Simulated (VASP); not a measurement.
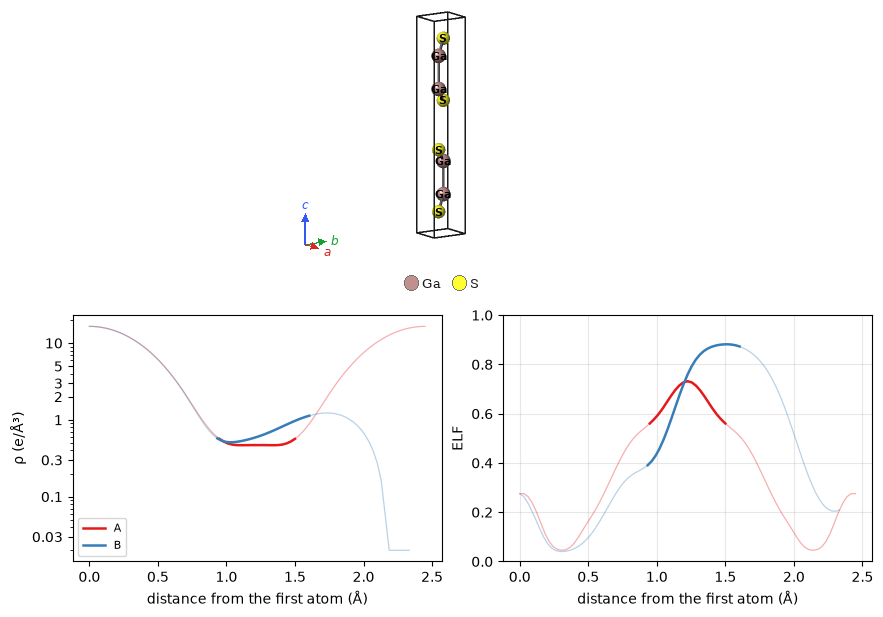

Figure 1: GaS. Valence pseudo-density and ELF along straight lines between neighbouring atoms. Thin, pale parts lie inside the atomic spheres. The structure is drawn too.

Space group P6₃/mmc; a structure from a database of computed crystals, not necessarily the ambient phase; computed pressure about 2 GPa in this cell.

All numbers below come from Kohn-Sham DFT of a periodic cell, PBE, VASP PAW PBE potentials, recommended (VASP).

The density is the valence pseudo-density of a PAW calculation; it isn't the true density close to the nuclei.

Q: Which curve belongs to which contact (Ga–Ga and Ga–S)? The first atom named is at distance zero.

A: Curve A: Ga–Ga (2.45 Å): ρ is about 0.47 e/Å³ halfway; the ELF peaks at about 0.75 between the atoms. Curve B: Ga–S (2.33 Å): ρ at the midpoint is about 0.56 e/Å³; the ELF peaks at about 0.90 in the valence shell of S, 0.8 Å from its nucleus, and is about 0.70 at the midpoint.
